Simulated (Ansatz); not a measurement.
**Geometry relaxation of AlN (part 3 of 3)**

The same run, continued: AlN (slab, 24 atoms in the cell); DFT PBE+D3(BJ), scalar-relativistic, plane waves, PAW, no spin polarisation (Ansatz 0.2.0); cutoff 420 eV, 5×6×1 k-mesh, Gaussian smearing of 0.05 eV. The structure derives from an entry of the Crystallography Open Database. The input holds or restrains some coordinates. Forces given for the steps count only the free coordinates. It belongs to a series of runs on one base structure; here: clean slab, lower half held.

Geometry of the input (Å; fractional positions):
```
6.2188  0.0000  0.0000
0.0000  4.9788  0.0000
0.0000  0.0000  23.2833
Al 0.5000  0.9984  0.3651
Al 0.0000  0.9984  0.3651
N  0.5000  0.6166  0.3651
N  0.0000  0.6166  0.3651
Al 0.7500  0.4984  0.4036
Al 0.2500  0.4984  0.4036
N  0.7500  0.1166  0.4036
N  0.2500  0.1166  0.4036
Al 0.7500  0.9984  0.4807
Al 0.2500  0.9984  0.4807
N  0.7500  0.6166  0.4807
N  0.2500  0.6166  0.4807
Al 0.0000  0.4984  0.5193
Al 0.5000  0.4984  0.5193
N  0.0000  0.1166  0.5193
N  0.5000  0.1166  0.5193
Al 0.0000  0.9984  0.5964
Al 0.5000  0.9984  0.5964
N  0.0000  0.6166  0.5964
N  0.5000  0.6166  0.5964
Al 0.2500  0.4984  0.6349
Al 0.7500  0.4984  0.6349
N  0.2500  0.1166  0.6349
N  0.7500  0.1166  0.6349
```

Output, continued:
```
  k-point 2: bands = ["-15.9216", "-15.4390", "-14.7679", "-14.6869", "-14.6182", "-14.5906", "-14.1288", "-13.9272", "-13.6055", "-13.1820", "-13.0869", "-12.6159", "-6.7954", "-6.7018", "-6.5562", "-6.4004", "-6.3768", "-5.9136", "-5.8730", "-5.7456", "-5.5226", "-5.4367", "-4.1095", "-4.1081", "-3.9251", "-3.5906", "-3.4906", "-3.2816", "-3.2540", "-3.2077", "-3.1105", "-2.9077", "-2.8734", "-2.8706", "-2.3918", "-2.3266", "-2.3082", "-2.1616", "-2.1173", "-2.0955", "-2.0653", "-1.9956", "-1.4111", "-1.2742", "-1.0104", "-1.0019", "-0.8507", "-0.7120", "1.1541", "2.1419", "2.4077", "2.9703", "4.0906", "4.2020", "4.5484", "4.6102", "4.7238", "4.8548", "4.9218", "5.1214", "5.2307", "5.6044", "5.6104", "5.6258", "5.6974", "6.1173", "6.3794", "6.8193", "6.8919", "6.9729", "7.1060", "7.2499"]
  k-point 11: bands = ["-15.3471", "-15.2099", "-15.0502", "-14.9206", "-14.6386", "-14.4766", "-14.4338", "-14.2467", "-13.4737", "-13.2868", "-13.0677", "-12.8561", "-6.1790", "-6.1745", "-6.0914", "-6.0569", "-5.9895", "-5.9097", "-5.4021", "-5.3619", "-5.2573", "-5.2531", "-4.8474", "-4.7807", "-4.3984", "-4.2646", "-4.0720", "-4.0088", "-3.1838", "-3.1649", "-3.1250", "-3.0500", "-2.5957", "-2.5175", "-2.4670", "-2.4462", "-2.3919", "-2.2855", "-2.2404", "-2.1306", "-2.0727", "-2.0204", "-1.9323", "-1.7981", "-1.0162", "-0.9865", "-0.7948", "-0.7166", "1.4270", "1.7644", "2.7871", "3.0254", "4.6452", "4.8680", "4.9376", "5.1647", "5.1983", "5.5173", "5.5267", "5.5889", "5.7931", "5.8710", "5.9919", "6.2016", "6.2579", "6.4409", "6.7243", "6.7804", "6.8813", "6.9274", "7.0228", "7.2596"]
--- Relaxed structure (6 steps of the walk, 6 accepted, 0 SCFs on fresh bases) ---
  F+E_penalty+E_count = -11086.51144881 eV   max|allowed force component| = 3.379e-3 eV/Å
  atoms:
    - { symbol: Al, position: [0.5, 0.9984424904, 0.3650688923] }
    - { symbol: Al, position: [0.0, 0.9984424904, 0.3650688923] }
    - { symbol: N, position: [0.5, 0.6165575096000001, 0.3650688923] }
    - { symbol: N, position: [0.0, 0.6165575096000001, 0.3650688923] }
    - { symbol: Al, position: [0.7500000000000001, 0.49844249040000005, 0.40362063740000004] }
    - { symbol: Al, position: [0.25, 0.49844249040000005, 0.40362063740000004] }
    - { symbol: N, position: [0.7500000000000001, 0.11655750960000001, 0.40362063740000004] }
    - { symbol: N, position: [0.25, 0.11655750960000001, 0.40362063740000004] }
    - { symbol: Al, position: [0.7500000000000001, 0.9984424904, 0.48072412750000004] }
    - { symbol: Al, position: [0.25, 0.9984424904, 0.48072412750000004] }
    - { symbol: N, position: [0.7500000000000001, 0.6165575096000001, 0.48072412750000004] }
    - { symbol: N, position: [0.25, 0.6165575096000001, 0.48072412750000004] }
    - { symbol: Al, position: [-3.4840489702347817e-35, 0.4965493857570716, 0.5172165720137663] }
    - { symbol: Al, position: [0.5, 0.4965493857570716, 0.5172165720137663] }
    - { symbol: N, position: [-1.5484662089932363e-35, 0.11619301329269255, 0.5181735879634818] }
    - { symbol: N, position: [0.5, 0.11619301329269255, 0.5181735879634818] }
    - { symbol: Al, position: [1.8581594507918837e-34, 1.0043842864296466, 0.5992730921051617] }
    - { symbol: Al, position: [0.5, 1.0043842864296466, 0.5992730921051617] }
    - { symbol: N, position: [1.8581594507918837e-34, 0.6226538856677816, 0.5964637811442983] }
    - { symbol: N, position: [0.5, 0.6226538856677816, 0.5964637811442983] }
    - { symbol: Al, position: [0.25, 0.4727202212325632, 0.6237380277816192] }
    - { symbol: Al, position: [0.7500000000000001, 0.4727202212325632, 0.6237380277816192] }
    - { symbol: N, position: [0.25, 0.11990578794129325, 0.6329377170540282] }
    - { symbol: N, position: [0.7500000000000001, 0.11990578794129325, 0.6329377170540282] }
```

Trajectory as extended XYZ (Å, eV, eV/Å), 6 frames, from step=1 to step=6:
```
24
Lattice="6.2188 0.0000 0.0000 0.0000 4.9788 0.0000 0.0000 0.0000 23.2833" Properties=species:S:1:pos:R:3:forces:R:3 step=1 energy=-11085.54394
Al    3.1094    4.9710    8.5000    0.0000  -1.8282   1.8602
Al    0.0000    4.9710    8.5000    0.0000  -1.8282   1.8602
N     3.1094    3.0697    8.5000    0.0000   0.8075   0.3210
N     0.0000    3.0697    8.5000    0.0000   0.8075   0.3210
Al    4.6641    2.4816    9.3976    0.0000   1.0493  -1.5937
Al    1.5547    2.4816    9.3976    0.0000   1.0493  -1.5937
N     4.6641    0.5803    9.3976    0.0000   0.3253  -1.2334
N     1.5547    0.5803    9.3976    0.0000   0.3253  -1.2334
Al    4.6641    4.9710   11.1928    0.0000  -0.2987   0.3681
Al    1.5547    4.9710   11.1928    0.0000  -0.2987   0.3681
N     4.6641    3.0697   11.1928    0.0000  -0.0551   0.7072
N     1.5547    3.0697   11.1928    0.0000  -0.0551   0.7072
Al    0.0000    2.4816   12.0904    0.0000  -0.2987  -0.3681
Al    3.1094    2.4816   12.0904    0.0000  -0.2987  -0.3681
N     0.0000    0.5803   12.0904    0.0000  -0.0551  -0.7072
N     3.1094    0.5803   12.0904    0.0000  -0.0551  -0.7072
Al    0.0000    4.9710   13.8857    0.0000   1.0493   1.5937
Al    3.1094    4.9710   13.8857    0.0000   1.0493   1.5937
N     0.0000    3.0697   13.8857    0.0000   0.3253   1.2334
N     3.1094    3.0697   13.8857    0.0000   0.3253   1.2334
Al    1.5547    2.4816   14.7833    0.0000  -1.8282  -1.8602
Al    4.6641    2.4816   14.7833    0.0000  -1.8282  -1.8602
N     1.5547    0.5803   14.7833    0.0000   0.8075  -0.3210
N     4.6641    0.5803   14.7833    0.0000   0.8075  -0.3210
24
Lattice="6.2188 0.0000 0.0000 0.0000 4.9788 0.0000 0.0000 0.0000 23.2833" Properties=species:S:1:pos:R:3:forces:R:3 step=2 energy=-11086.20735
Al    3.1094    4.9710    8.5000    0.0000  -1.8287   1.8548
Al    0.0000    4.9710    8.5000    0.0000  -1.8287   1.8548
N     3.1094    3.0697    8.5000    0.0000   0.8061   0.3215
N     0.0000    3.0697    8.5000    0.0000   0.8061   0.3215
Al    4.6641    2.4816    9.3976    0.0000   1.0523  -1.6207
Al    1.5547    2.4816    9.3976    0.0000   1.0523  -1.6207
N     4.6641    0.5803    9.3976    0.0000   0.3210  -1.2336
N     1.5547    0.5803    9.3976    0.0000   0.3210  -1.2336
Al    4.6641    4.9710   11.1928    0.0000  -0.3461   0.4302
Al    1.5547    4.9710   11.1928    0.0000  -0.3461   0.4302
N     4.6641    3.0697   11.1928    0.0000  -0.0688   0.5190
N     1.5547    3.0697   11.1928    0.0000  -0.0688   0.5190
Al    0.0000    2.4765   12.0710    0.0000  -0.0444  -0.4949
Al    3.1094    2.4765   12.0710    0.0000  -0.0444  -0.4949
N     0.0000    0.5771   12.0878    0.0000   0.1543  -0.4824
N     3.1094    0.5771   12.0878    0.0000   0.1543  -0.4824
Al    0.0000    5.0245   13.9218    0.0000   0.1934   0.9234
Al    3.1094    5.0245   13.9218    0.0000   0.1934   0.9234
N     0.0000    3.1203   13.8524    0.0000  -0.2375   1.0275
N     3.1094    3.1203   13.8524    0.0000  -0.2375   1.0275
Al    1.5547    2.4224   14.6241    0.0000  -1.1090  -0.6744
Al    4.6641    2.4224   14.6241    0.0000  -1.1090  -0.6744
N     1.5547    0.5761   14.8074    0.0000   1.1074  -0.5706
N     4.6641    0.5761   14.8074    0.0000   1.1074  -0.5706
24
Lattice="6.2188 0.0000 0.0000 0.0000 4.9788 0.0000 0.0000 0.0000 23.2833" Properties=species:S:1:pos:R:3:forces:R:3 step=3 energy=-11086.45635
Al    3.1094    4.9710    8.5000    0.0000  -1.8161   1.8687
Al    0.0000    4.9710    8.5000    0.0000  -1.8161   1.8687
N     3.1094    3.0697    8.5000    0.0000   0.8018   0.3418
N     0.0000    3.0697    8.5000    0.0000   0.8018   0.3418
Al    4.6641    2.4816    9.3976    0.0000   1.0249  -1.6899
Al    1.5547    2.4816    9.3976    0.0000   1.0249  -1.6899
N     4.6641    0.5803    9.3976    0.0000   0.3186  -1.2885
N     1.5547    0.5803    9.3976    0.0000   0.3186  -1.2885
Al    4.6641    4.9710   11.1928    0.0000  -0.3130   0.4129
Al    1.5547    4.9710   11.1928    0.0000  -0.3130   0.4129
N     4.6641    3.0697   11.1928    0.0000   0.0152   0.4476
N     1.5547    3.0697   11.1928    0.0000   0.0152   0.4476
Al    0.0000    2.4771   12.0501    0.0000   0.0768   0.0084
Al    3.1094    2.4771   12.0501    0.0000   0.0768   0.0084
N     0.0000    0.5825   12.0705    0.0000   0.0058  -0.0221
N     3.1094    0.5825   12.0705    0.0000   0.0058  -0.0221
Al    0.0000    5.0378   13.9592    0.0000  -0.5201   0.1428
Al    3.1094    5.0378   13.9592    0.0000  -0.5201   0.1428
N     0.0000    3.1043   13.8931    0.0000   0.2358   0.0654
N     3.1094    3.1043   13.8931    0.0000   0.2358   0.0654
Al    1.5547    2.3471   14.5365    0.0000   1.0205  -0.1598
Al    4.6641    2.3471   14.5365    0.0000   1.0205  -0.1598
N     1.5547    0.6275   14.7676    0.0000  -0.8498  -0.1255
N     4.6641    0.6275   14.7676    0.0000  -0.8498  -0.1255
24
Lattice="6.2188 0.0000 0.0000 0.0000 4.9788 0.0000 0.0000 0.0000 23.2833" Properties=species:S:1:pos:R:3:forces:R:3 step=4 energy=-11086.50944
Al    3.1094    4.9710    8.5000    0.0000  -1.8107   1.8744
Al    0.0000    4.9710    8.5000    0.0000  -1.8107   1.8744
N     3.1094    3.0697    8.5000    0.0000   0.8002   0.3483
N     0.0000    3.0697    8.5000    0.0000   0.8002   0.3483
Al    4.6641    2.4816    9.3976    0.0000   1.0143  -1.7063
Al    1.5547    2.4816    9.3976    0.0000   1.0143  -1.7063
N     4.6641    0.5803    9.3976    0.0000   0.3192  -1.3048
N     1.5547    0.5803    9.3976    0.0000   0.3192  -1.3048
Al    4.6641    4.9710   11.1928    0.0000  -0.2907   0.3858
Al    1.5547    4.9710   11.1928    0.0000  -0.2907   0.3858
N     4.6641    3.0697   11.1928    0.0000   0.0065   0.4630
N     1.5547    3.0697   11.1928    0.0000   0.0065   0.4630
Al    0.0000    2.4777   12.0479    0.0000  -0.0679  -0.0783
Al    3.1094    2.4777   12.0479    0.0000  -0.0679  -0.0783
N     0.0000    0.5791   12.0684    0.0000   0.0353  -0.0495
N     3.1094    0.5791   12.0684    0.0000   0.0353  -0.0495
Al    0.0000    5.0037   13.9522    0.0000  -0.0165   0.0761
Al    3.1094    5.0037   13.9522    0.0000  -0.0165   0.0761
N     0.0000    3.1028   13.8872    0.0000  -0.0394   0.0296
N     3.1094    3.1028   13.8872    0.0000  -0.0394   0.0296
Al    1.5547    2.3520   14.5216    0.0000   0.0114   0.0366
Al    4.6641    2.3520   14.5216    0.0000   0.0114   0.0366
N     1.5547    0.5952   14.7456    0.0000   0.0399  -0.0737
N     4.6641    0.5952   14.7456    0.0000   0.0399  -0.0737
24
Lattice="6.2188 0.0000 0.0000 0.0000 4.9788 0.0000 0.0000 0.0000 23.2833" Properties=species:S:1:pos:R:3:forces:R:3 step=5 energy=-11086.51085
Al    3.1094    4.9710    8.5000    0.0000  -1.8085   1.8763
Al    0.0000    4.9710    8.5000    0.0000  -1.8085   1.8763
N     3.1094    3.0697    8.5000    0.0000   0.7991   0.3499
N     0.0000    3.0697    8.5000    0.0000   0.7991   0.3499
Al    4.6641    2.4816    9.3976    0.0000   1.0143  -1.7223
Al    1.5547    2.4816    9.3976    0.0000   1.0143  -1.7223
N     4.6641    0.5803    9.3976    0.0000   0.3187  -1.3154
N     1.5547    0.5803    9.3976    0.0000   0.3187  -1.3154
Al    4.6641    4.9710   11.1928    0.0000  -0.3209   0.3672
Al    1.5547    4.9710   11.1928    0.0000  -0.3209   0.3672
N     4.6641    3.0697   11.1928    0.0000  -0.0040   0.4512
N     1.5547    3.0697   11.1928    0.0000  -0.0040   0.4512
Al    0.0000    2.4706   12.0411    0.0000   0.0249   0.0251
Al    3.1094    2.4706   12.0411    0.0000   0.0249   0.0251
N     0.0000    0.5792   12.0640    0.0000  -0.0269   0.0399
N     3.1094    0.5792   12.0640    0.0000  -0.0269   0.0399
Al    0.0000    4.9993   13.9580    0.0000   0.0201  -0.0786
Al    3.1094    4.9993   13.9580    0.0000   0.0201  -0.0786
N     0.0000    3.1003   13.8888    0.0000  -0.0080  -0.0029
N     3.1094    3.1003   13.8888    0.0000  -0.0080  -0.0029
Al    1.5547    2.3550   14.5244    0.0000  -0.0206  -0.0167
Al    4.6641    2.3550   14.5244    0.0000  -0.0206  -0.0167
N     1.5547    0.5979   14.7372    0.0000   0.0120   0.0261
N     4.6641    0.5979   14.7372    0.0000   0.0120   0.0261
24
Lattice="6.2188 0.0000 0.0000 0.0000 4.9788 0.0000 0.0000 0.0000 23.2833" Properties=species:S:1:pos:R:3:forces:R:3 step=6 energy=-11086.51145
Al    3.1094    4.9710    8.5000    0.0000  -1.8091   1.8757
Al    0.0000    4.9710    8.5000    0.0000  -1.8091   1.8757
N     3.1094    3.0697    8.5000    0.0000   0.7994   0.3494
N     0.0000    3.0697    8.5000    0.0000   0.7994   0.3494
Al    4.6641    2.4816    9.3976    0.0000   1.0149  -1.7190
Al    1.5547    2.4816    9.3976    0.0000   1.0149  -1.7190
N     4.6641    0.5803    9.3976    0.0000   0.3189  -1.3123
N     1.5547    0.5803    9.3976    0.0000   0.3189  -1.3123
Al    4.6641    4.9710   11.1928    0.0000  -0.3193   0.3616
Al    1.5547    4.9710   11.1928    0.0000  -0.3193   0.3616
N     4.6641    3.0697   11.1928    0.0000  -0.0052   0.4495
N     1.5547    3.0697   11.1928    0.0000  -0.0052   0.4495
Al    0.0000    2.4722   12.0425    0.0000   0.0001   0.0033
Al    3.1094    2.4722   12.0425    0.0000   0.0001   0.0033
N     0.0000    0.5785   12.0648    0.0000   0.0011  -0.0026
N     3.1094    0.5785   12.0648    0.0000   0.0011  -0.0026
Al    0.0000    5.0006   13.9530    0.0000  -0.0025  -0.0008
Al    3.1094    5.0006   13.9530    0.0000  -0.0025  -0.0008
N     0.0000    3.1001   13.8876    0.0000  -0.0008  -0.0005
N     3.1094    3.1001   13.8876    0.0000  -0.0008  -0.0005
Al    1.5547    2.3536   14.5227    0.0000  -0.0007  -0.0009
Al    4.6641    2.3536   14.5227    0.0000  -0.0007  -0.0009
N     1.5547    0.5970   14.7369    0.0000   0.0033  -0.0034
N     4.6641    0.5970   14.7369    0.0000   0.0033  -0.0034
```

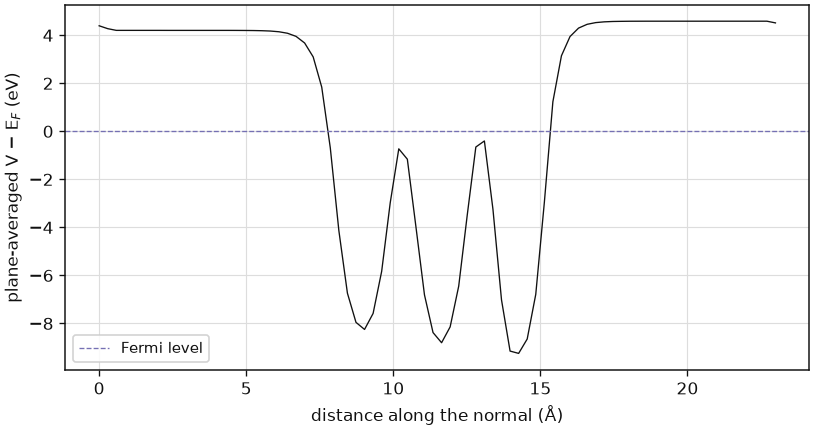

Plane average of the electrostatic potential energy of an electron across the cell, from the Fermi level. The vacuum level lies 4.59 eV above the Fermi level on the upper side and 4.20 eV on the lower.
